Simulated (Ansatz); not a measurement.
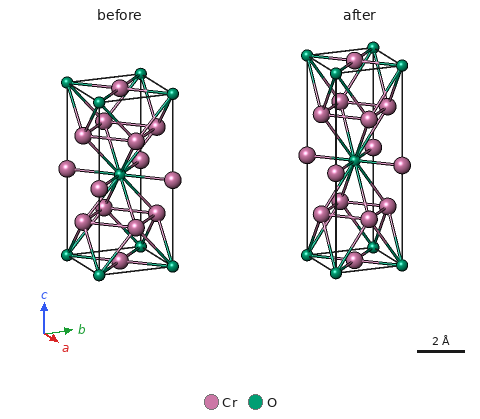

The structure of solid Cr3O (built on the TiAl3 (D0_22)_139 type) (coarse preliminary run) before (left) and after (right) a relaxation, at one scale.

The picture is a ball-and-stick view of the conventional cell (2 times the calculation's cell), seen slightly off an axis. Lengths and directions refer to the drawn axes.

Case: TiAl3 (D0_22) type (I4/mmm, No. 139).

The calculation used Ansatz 0.2.0, DFT PBE, scalar-relativistic, plane waves, PAW. Set-up: plane-wave cutoff 420 eV; k-point mesh 8 × 8 × 8; occupations gaussian; smearing width 0.1 eV; collinear spin; cell and atoms relaxed; force threshold 0.04 eV/Å; at most 70 steps.

Question: What changed between the two?

Answer: After 8 accepted moves (10 points after the start) the energy has fallen by 185 meV per atom. All forces vanish by symmetry, so only the cell relaxes. Pressure: −10.96 GPa at the start and 0.13 GPa at the end. The SCF was repeated twice at an unchanged geometry on a basis and grid sized afresh for the cell, which shifted the energy by 6.3 meV per atom at most. No atom moves by more than 0.005 Å relative to the cell. The drawn cell changes as follows: a = b 3.480 → 3.126 Å (−10.2 %), c 7.773 → 8.992 Å (+15.7 %); the volume changes by −6.6 %. Among the contacts that change: Cr–O 2.461 → 2.211 Å, Cr–Cr 2.461 → 2.211 Å, Cr–O 2.608 → 2.738 Å, Cr–Cr 2.608 → 2.738 Å. The space group stays I4/mmm (No. 139).
